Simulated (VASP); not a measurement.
AgCl (space group Fm-3m, No. 225): the geometry relaxed with VASP 6.6.1, VASP Kohn-Sham DFT of a periodic cell, PW91, spin-orbit coupling, VASP PAW PBE potentials, recommended, release 54.

```
CELL_PARAMETERS angstrom
5.58931 0.00000 0.00000
0.00000 5.58931 0.00000
0.00000 0.00000 5.58931
ATOMIC_POSITIONS crystal
Ag 0.00000 0.00000 0.00000
Cl 0.50000 0.00000 0.00000
Ag 0.00000 0.50000 0.50000
Cl 0.50000 0.50000 0.50000
Ag 0.50000 0.00000 0.50000
Cl 0.00000 0.00000 0.50000
Ag 0.50000 0.50000 0.00000
Cl 0.00000 0.50000 0.00000
```

Describe how the polyhedra about Ag are linked (bonds: Ag–Cl below 3.1 Å).

Ag: AgCl6 octahedron, sharing corners with six neighbours and edges with twelve neighbours.

They form a three-dimensional framework of corner- and edge-sharing octahedra.

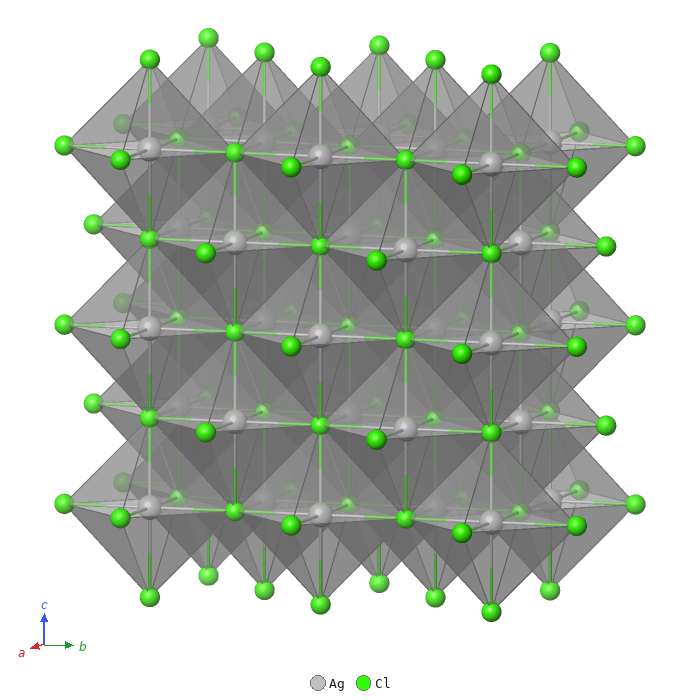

Polyhedra are drawn about Ag (bonds: Ag–Cl below 3.1 Å); other atoms are plain spheres.
